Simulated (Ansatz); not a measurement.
WC₄

Input file:

```
crystal:
  lattice:
    - [2.5110632489, 0.0, 0.0]
    - [-1.2555316244, 2.1746445641, 0.0]
    - [0.0, 0.0, 14.0077174579]
  atoms:
    - { symbol: W, position: [0.0, 0.0, 0.0] }
    - { symbol: C, position: [0.6666666667, 0.3333333333, 0.3424827808] }
    - { symbol: C, position: [0.3333333333, 0.6666666667, 0.3424827808] }
    - { symbol: C, position: [0.3333333333, 0.6666666667, 0.6575172192] }
    - { symbol: C, position: [0.6666666667, 0.3333333333, 0.6575172192] }
basis:
  ecutwfc: 420
kpoints:
  mp_grid: { grid: [12, 12, 4] }
hamiltonian:
  xc: pbe
scf:
  occupations: { method: gaussian, width: 0.1 }
output:
  forces: true
  stress: true
  eigenvalues: true
  write_density: true
  write_potential: true
  elf: true
  volumetric_format: npy
relax:
  adjacent_minimum: "off"
  f_tol: 0.01
  max_steps: 80
  cell: { stress_tol: 0.05 }
```

Command:

```sh
ansatz run input.yaml --threads 1 --pin off --max-ram 2560MiB --backend cpu --events-out ev --progress --plain --runs-dir out
```

Below, planes, directions and counts refer to the conventional cell (a = 2.51 Å, b = 2.51 Å, c = 14.01 Å, α = 90.00°, β = 90.00°, γ = 120.00°).

The fields are those of the run's last geometry, not of the input's.

Space group P6/mmm; a generated structure, not necessarily the stable one.

Level of theory: DFT PBE, scalar-relativistic, plane waves, PAW in Ansatz 0.2.0.

The density is the valence pseudo-density of a PAW calculation; it isn't the true density close to the nuclei.

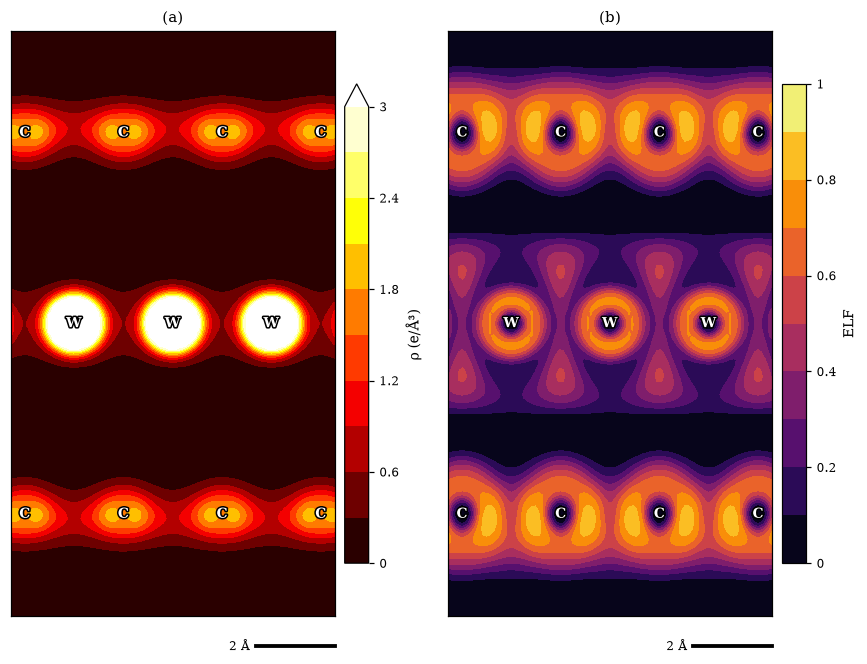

Figure 1. (a) valence pseudo-density; (b) ELF on the (101) plane of the conventional cell.

Describe what can be read from this map.

- The plane passes through W and C nuclei.
- Atoms just off the plane (C, 0.7 Å away) can leave unmarked features too.
- W–W (2.51 Å): ρ at the midpoint is about 0.59 e/Å³; the ELF is about 0.30 at the midpoint.
- Between the atoms the lowest density in this plane is 0.006 e/Å³.
- The features right at W lie inside the PAW spheres, where the map follows smoothed inner orbitals and isn't to be read closely.

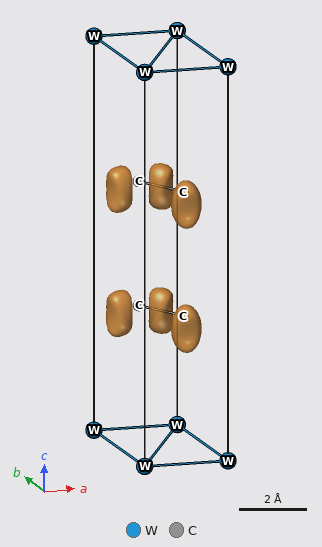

Figure 2. Isosurface of the electron localisation function at 0.75 (orange), seen at an oblique angle. Core shells and regions of very low density are left out. Sticks mark near contacts.

Where are the electrons localised?

At this value the surface marks out six regions between bonded C–C atoms, counted in one cell of 5 atoms. Any copies at cell faces, edges or corners count once.


C–C (1.45 Å): the ELF peaks at about 0.95 between the atoms.

Does the calculation make it a metal, or give it a gap?

It is metallic or semimetallic at this level of theory: no gap opens.
